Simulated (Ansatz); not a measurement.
**NaF: a changed input and its effect**

System: NaF (P4/mmm, 2 atoms in the cell).
Method of run A: DFT, r2SCAN, plane waves, PAW, no spin polarisation (Ansatz 0.2.0).

The structure was built on a prototype by a generator. The geometry comes from this level: r2SCAN (a point of a series of strains). Text and figures count atoms from 1; the logs count them from 0 in places.

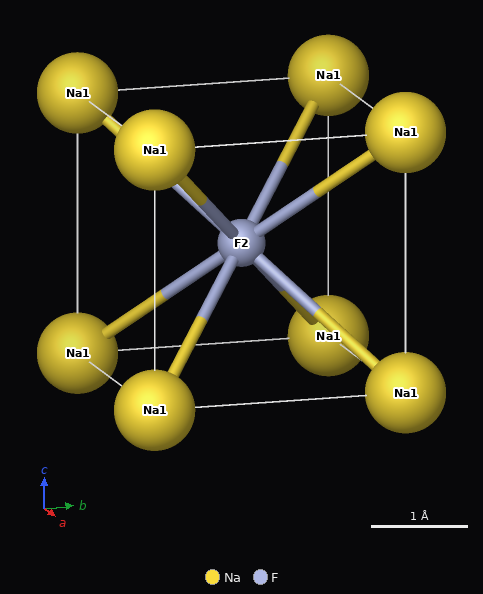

Figure 1. The structure (ball-and-stick view of the cell of the calculation, seen slightly off an axis; atoms are numbered from 1 in the order of the input). Near neighbours in the crystal (not all of them lie inside the picture): Na has 8 F at 2.39 Å; F has 8 Na at 2.39 Å.

**Input, run A**
```yaml
crystal:
  lattice:
    - [2.7457166213, 0.0, 0.0]
    - [0.0, 2.7457166213, 0.0]
    - [0.0, 0.0, 2.7957006962]
  atoms:
    - { symbol: Na, position: [0.0, 0.0, 0.0] }
    - { symbol: F, position: [0.5, 0.5, 0.5] }
kpoints:
  mp_grid: { grid: [10, 10, 10] }
  band_path:
    path:
      - [0.0, 0.0, 0.0]
      - [0.0, 0.5, 0.0]
      - [0.5, 0.5, 0.0]
      - [0.5, 0.5, 0.5]
      - [0.0, 0.5, 0.5]
    npoints: 1
hamiltonian:
  xc: r2scan
scf:
  occupations: { method: fixed }
  n_extra_bands: 4
output:
  forces: true
  stress: true
  eigenvalues: true
  write_density: true
  write_potential: true
  elf: true
  volumetric_format: npy
```

Command:
```bash
ansatz run input.yaml --threads 4 --pin off --max-ram 3686MiB --backend cpu --events-out ev --progress --plain --runs-dir out
```

Hardware: 4 threads of an x86-64 CPU, shared host.

**Output, shortened to warnings, some set-up lines, iterations and results (run A)**
```
Basis set: ecut = 500 eV, 515 PW (Γ), exchange–correlation on 96×96×96 points (64 copies of the dense FFT grid, shifted against one another)
Symmetry: 16 space group operations
k-points: 126 of 1000
Initial density: superposition of atomic densities (neutral atoms: chi_scale 0, normalization atom), corrected by the library's trained network
[...]
SCF iter   1: F=—  HF=-2301.044838 eV  |F-HF|=—  |Δ(HF+E_count)|=         —  Δρ=9.44e-3  dr2=1.04e-2  dr2_τ=2.83e-2  ethr=1.77e-3  ⟨swp⟩=4.4  Hψ=7829  notcnv=0  defer=211
SCF iter   2: F=—  HF=-2301.078640 eV  |F-HF|=—  |Δ(HF+E_count)|=   3.38e-2  Δρ=3.07e-3  dr2=5.14e-4  dr2_τ=3.26e-4  ethr=6.47e-5  ⟨swp⟩=3.0  Hψ=4003  notcnv=0  defer=241
SCF iter   3: F=—  HF=-2301.078821 eV  |F-HF|=—  |Δ(HF+E_count)|=   1.81e-4  Δρ=9.77e-4  dr2=1.07e-4  dr2_τ=2.30e-5  ethr=3.21e-6  ⟨swp⟩=2.3  Hψ=2777  notcnv=0  defer=247
SCF iter   4: F=—  HF=-2301.078822 eV  |F-HF|=—  |Δ(HF+E_count)|=   1.59e-6  Δρ=4.72e-4  dr2=1.33e-5  dr2_τ=3.28e-6  ethr=6.71e-7  ⟨swp⟩=2.2  Hψ=2104  notcnv=0  defer=219
SCF iter   5: F=—  HF=-2301.078821 eV  |F-HF|=—  |Δ(HF+E_count)|=   1.41e-6  Δρ=2.95e-5  dr2=3.31e-8  dr2_τ=2.23e-8  ethr=8.34e-8  ⟨swp⟩=2.0  Hψ=1909  notcnv=0  defer=12
SCF iter   6: F=-2301.078821 eV  HF=-2301.078821 eV  |F-HF|=4.82e-10  |Δ(HF+E_count)|=   9.88e-8  Δρ=5.18e-6  dr2=1.43e-9  dr2_τ=1.19e-9  ethr=2.07e-10  ⟨swp⟩=7.0  Hψ=10247  …
SCF 1 converged in 6 iterations: F = -2301.078821 eV  dr2 = 1.43e-9
NSCF: frozen V_eff on 5 k-points
SCF converged after 6 iterations
Free energy (F): -2301.078821 eV
Harris-Foulkes:  -2301.078821 eV  (|F-HF|=4.82e-10)
Internal energy: -2301.078821 eV  (E = F + TS)
E sigma→0 (E₀):  -2301.078821 eV
Fermi energy:    2.663607 eV
--- Per-component energies (eV) ---
  E_band       = -230.170236
  E_kinetic    = 331.516202
  E_local      = -1548.262301  (includes V_loc(G=0)·N_el)
  E_nonlocal   = 188.807291
  E_hartree    = 540.077489
  E_xc         = -117.683025
  E_vxc        = -173.839461  (∫ρ·V_xc dr)
  E_paw        = -470.721715  (= ΣΔE_a)
  E_vpaw       = -122.140890  (= ΣTr[D̂ρ^β])
  E_aug_tail   = 0.000996  (compensation charges beyond the density's cutoff)
  E_vtau       = 13.594013  (kinetic-family band-sum trace: ∫τ·v_τ [+ j·A + Jᵃ·Aᵃ] dr)
  E_ewald      = -1224.756100
  E_core_change = -0.057659  (= ΣΔE_core)
  E_smearing   = -0.000000  (= −TS)
  E_closure    = 0.000000  (closes the sum)
  Σ components = -2301.078821   (vs F -2301.078821, Δ=0.00e0)
--- Forces (eV/Å), atoms counted from 1 ---
  atom   1  Na    -0.00000000     0.00000000     0.00000000
  atom   2  F      0.00000000     0.00000000     0.00000000
  max |Σ_I F_I| component: 2.77e-29 eV/Å
--- Stress (GPa, compression-positive) ---
        3.264344       0.000000       0.000000
        0.000000       3.264344       0.000000
        0.000000       0.000000       0.002413
  P = ⅓ Tr σ = 2.1770 GPa (21.770 kbar)
```

The input of run B differs as follows (lines with − go, lines with + come):
```diff
-  xc: r2scan
+  xc: pbe
-  occupations: { method: fixed }
+  occupations: { method: fermi_dirac, width: 0.02 }
```

What does this change do to the results?

The total energies belong to different methods, so their difference says nothing on which is more stable or more accurate. The gap on the mesh goes from 7.26 to 6.32 eV. The pressure goes from 2.18 to 6.87 GPa. The functional changes from r2SCAN to PBE. The number of SCF iterations is the same. The default cutoff goes from 500 to 420 eV with the change. The plane waves at Γ go from 515 to 437.

**Output, shortened to warnings, some set-up lines, iterations and results (run B)**
```
Basis set: ecut = 420 eV, 437 PW (Γ), exchange–correlation on 40×40×40 points (8 copies of the dense FFT grid, shifted against one another)
Symmetry: 16 space group operations
k-points: 126 of 1000
Initial density: superposition of atomic densities (neutral atoms: chi_scale 0, normalization atom), corrected by the library's trained network
[...]
SCF iter   1: F=—  HF=-2297.064819 eV  |F-HF|=—  |Δ(HF+E_count)|=         —  Δρ=1.06e-3  dr2=3.01e-4  ethr=1.77e-3  ⟨swp⟩=6.0  Hψ=8417  notcnv=0
SCF iter   2: F=—  HF=-2297.064301 eV  |F-HF|=—  |Δ(HF+E_count)|=   5.18e-4  Δρ=5.26e-4  dr2=5.27e-5  ethr=1.88e-6  ⟨swp⟩=2.0  Hψ=3886  notcnv=0
SCF iter   3: F=—  HF=-2297.064182 eV  |F-HF|=—  |Δ(HF+E_count)|=   1.19e-4  Δρ=3.73e-4  dr2=1.40e-5  ethr=3.30e-7  ⟨swp⟩=2.0  Hψ=2536  notcnv=0
SCF iter   4: F=—  HF=-2297.064181 eV  |F-HF|=—  |Δ(HF+E_count)|=   1.62e-6  Δρ=1.49e-4  dr2=3.46e-6  ethr=8.77e-8  ⟨swp⟩=2.0  Hψ=2030  notcnv=0
SCF iter   5: F=—  HF=-2297.064180 eV  |F-HF|=—  |Δ(HF+E_count)|=   2.98e-7  Δρ=5.06e-5  dr2=4.25e-7  ethr=2.16e-8  ⟨swp⟩=2.0  Hψ=1749  notcnv=0
SCF iter   6: F=-2297.064180 eV  HF=-2297.064180 eV  |F-HF|=2.36e-8  |Δ(HF+E_count)|=   5.12e-8  Δρ=1.65e-5  dr2=4.51e-8  ethr=6.25e-10  ⟨swp⟩=8.3  Hψ=9451  notcnv=0
SCF 1 converged in 6 iterations: F = -2297.064180 eV  dr2 = 4.51e-8
NSCF: frozen V_eff on 5 k-points
SCF converged after 6 iterations
Free energy (F): -2297.064180 eV
Harris-Foulkes:  -2297.064180 eV  (|F-HF|=2.36e-8)
Internal energy: -2297.064180 eV  (E = F + TS)
E sigma→0 (E₀):  -2297.064180 eV
Fermi energy:    6.467401 eV
--- Per-component energies (eV) ---
  E_band       = -210.973076
  E_kinetic    = 330.119643
  E_local      = -1544.482635  (includes V_loc(G=0)·N_el)
  E_nonlocal   = 188.774260
  E_hartree    = 537.524119
  E_xc         = -120.526393
  E_vxc        = -154.657688  (∫ρ·V_xc dr)
  E_paw        = -463.719231  (= ΣΔE_a)
  E_vpaw       = -105.782022  (= ΣTr[D̂ρ^β])
  E_aug_tail   = 0.002156  (compensation charges beyond the density's cutoff)
  E_ewald      = -1224.756100
  E_smearing   = -0.000000  (= −TS)
  E_closure    = 0.000000  (closes the sum)
  Σ components = -2297.064180   (vs F -2297.064180, Δ=0.00e0)
--- Forces (eV/Å), atoms counted from 1 ---
  atom   1  Na    -0.00000000     0.00000000     0.00000000
  atom   2  F      0.00000000     0.00000000     0.00000000
  max |Σ_I F_I| component: 2.79e-29 eV/Å
--- Stress (GPa, compression-positive) ---
        7.928863       0.000000       0.000000
        0.000000       7.928863       0.000000
        0.000000       0.000000       4.748116
  P = ⅓ Tr σ = 6.8686 GPa (68.686 kbar)
```

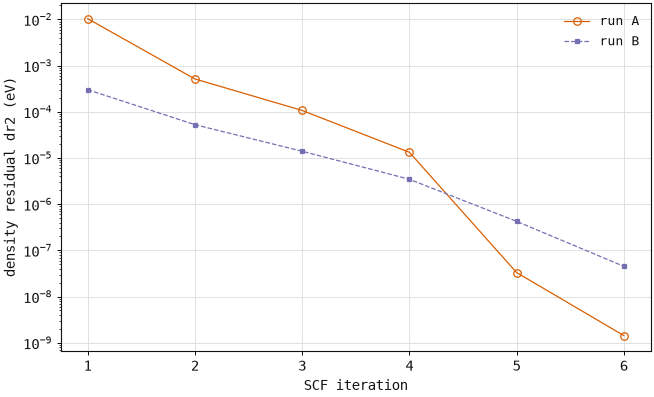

Figure 2. Convergence of the two runs: density residual dr2 against the SCF iteration. Run A takes 6 iterations in all, and run B takes 6.

**The two runs side by side**

```tsv
quantity	run A	run B
outcome	converged	converged
free energy per atom (eV)	−1150.5394	−1148.5321
gap on the mesh (eV)	7.26	6.32
pressure (GPa)	2.18	6.87
largest force (eV/Å)	0.000	0.000
SCF iterations	6	6
irreducible k-points	126	126
plane waves at Γ	515	437
wall time (shared host)	7.4 s	3 s
```

For run B: The cell is under a pressure of 6.9 GPa at this level, so it is not at its equilibrium volume.
